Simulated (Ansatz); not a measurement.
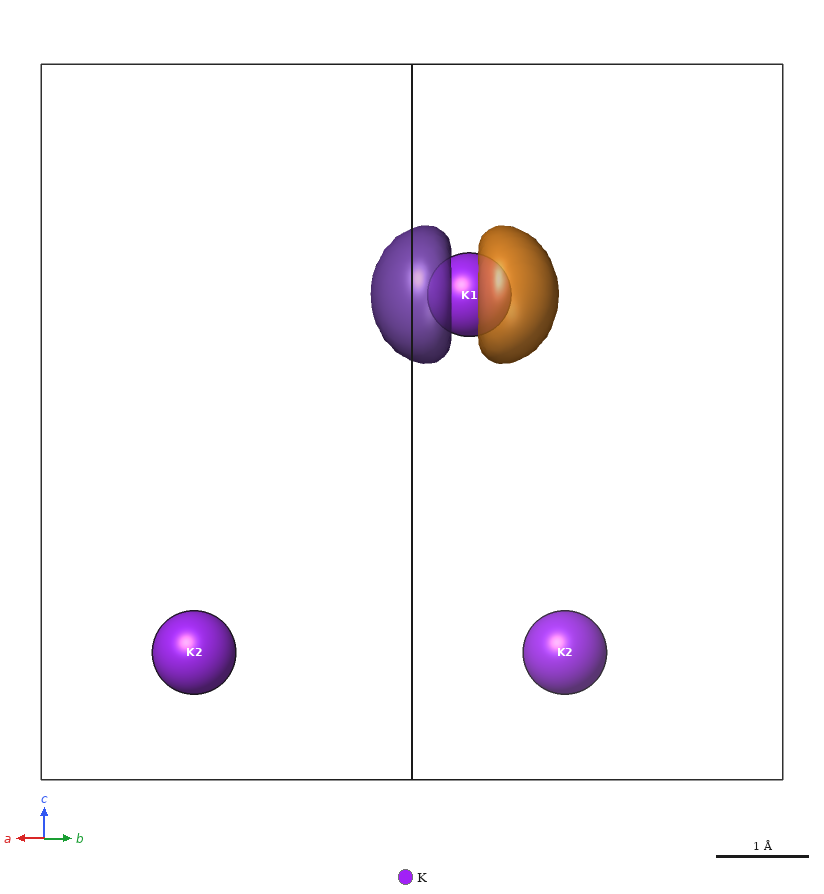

K: one atom of the 2-atom cell (and its periodic copies) was moved a little. Density after less density before, orange at +0.2 and purple at −0.2 e/Å³, seen along [110]; cell a = 4.73 Å, b = 4.73 Å, c = 7.81 Å, α = 90.00°, β = 90.00°, γ = 117.88°. The lobes lie largely inside the PAW sphere, where the density is a smoothed one.

Space group Cmcm. This isn't the usual form at ambient conditions. The cell comes from a database of computed structures, not from a measurement.

Level of theory: DFT LDA, scalar-relativistic, plane waves, PAW in Ansatz.

Q: Which atom moved, and which way?

A: K1 moved towards the orange lobe, to the right in the picture. In the run the shift was 0.10 Å along [−1 1 0] in the axes of the cell drawn.

Q: What restoring force does the calculation give for this move?

A: The force on it changes by 0.00 eV/Å along the move, against it: a stiffness of about 0.04 eV/Å² for this sublattice shift.
